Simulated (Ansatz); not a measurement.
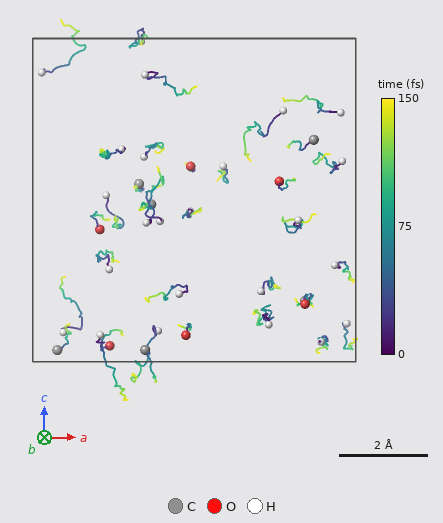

A Born-Oppenheimer molecular dynamics run of a periodic cell with 6 CH3OH at 0.794 g/cm³, 150 fs long. Lines trace each atom's path, coloured by time; spheres stand at the starting positions. Seen along the b axis in the simulation cell.

Computed with DFT PBE-D3(BJ), scalar-relativistic, plane waves, PAW in Ansatz. Set-up: plane-wave cutoff 420 eV; k-point mesh 1 × 1 × 1; Fermi-Dirac smearing 0.02 eV; low-accuracy preset; Langevin thermostat (NVT); set temperature 500 K; time step 0.5 fs; H given the mass 2.014 u; friction 0.02 per fs.

Question: How do the atoms move?

Answer: In the second half of the run the atoms are, in the root-mean-square, this far from where they began (common drift taken out): H 0.85 Å, C 0.52 Å, O 0.35 Å. The heavy atoms stay within a fraction of a molecule's size of their starting places, while the hydrogen atoms travel further, as molecules turn; so short a run doesn't tell a liquid from a solid. The mean temperature in the second half is 418 K (standard deviation 48 K). The potential energy in the second half lies on average 46.3 meV per atom above the first frame.

Limits of the set-up: the program's low-accuracy preset was used; masses were changed (H 2.014 u), which shifts the vibrations; the periodic images lie only 7.4 Å apart, so the values are limited by the cell's size.

Cost: 8.5 min on 1 thread of Arm Neoverse V2, on a shared host, peak memory 0.41 GiB.
